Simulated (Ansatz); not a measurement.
System: wurtzite ZnO, space group P6_3mc (No. 186), 4 atoms in the cell, relaxed with r2SCAN; unstrained, a = 3.235 Å, c = 5.211 Å (hexagonal axes). The cell is sheared in the xy plane (engineering strain), and the atoms are relaxed again with r2SCAN. Points keep the names of the unstrained cell; those that the strain makes unlike carry their reduced coordinates. Level of theory: r2SCAN, Ansatz PAW set, no spin polarisation, no spin-orbit coupling, 12×12×6 k mesh, 500 eV cutoff; code Ansatz 0.2.0.

At 0 % the lowest conduction levels at the points plotted lie 1.24 eV (Γ), 3.94 eV (A), 6.44 eV (M (½ ½ 0)), 6.44 eV (M (0 ½ 0)) and 6.44 eV (M (½ 0 0)) above the valence top at Γ.

Q: How does each level move from −1.5 % to +4 %?

A: Γ falls by 0.03 eV, A stays within 0.04 eV, M (½ ½ 0) falls by 0.15 eV, M (0 ½ 0) stays within 0.04 eV and M (½ 0 0) rises by 0.08 eV. Unstrained, the M points are equivalent. At +4 % the lowest conduction level is 6.30 eV at M (½ ½ 0), 6.40 eV at M (0 ½ 0) and 6.47 eV at M (½ 0 0) above the valence top, a splitting of 0.18 eV, or 44 meV for each 1 % of strain on average. The lowest is the one at Γ, over the whole range, so among these points the gap stays direct.

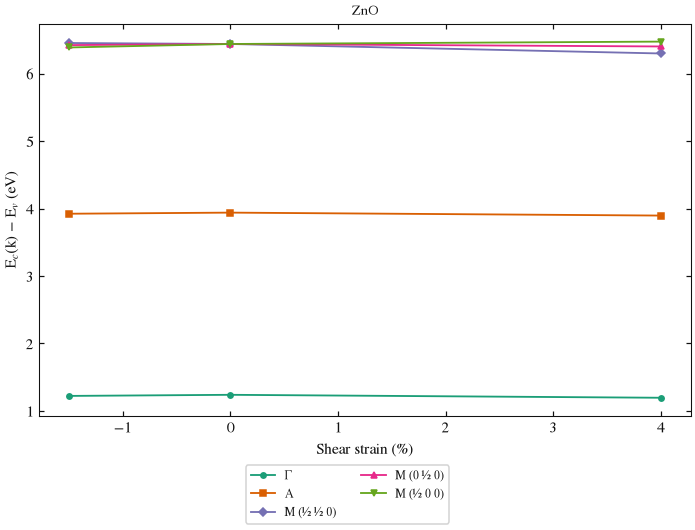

Lowest conduction level at each named k point, counted from the valence-band top at Γ.

```
strain  Γ (eV)  A (eV)  M (½ ½ 0) (eV)  M (0 ½ 0) (eV)  M (½ 0 0) (eV)
−1.5 %    1.22    3.92            6.45            6.42            6.39
   0 %    1.24    3.94            6.44            6.44            6.44
  +4 %    1.19    3.90            6.30            6.40            6.47
```

The strain splits the twofold valence top at Γ, and levels count from its highest part. The PAW data sets were made with another functional. LDA, GGA and most meta-GGA functionals understate gaps.
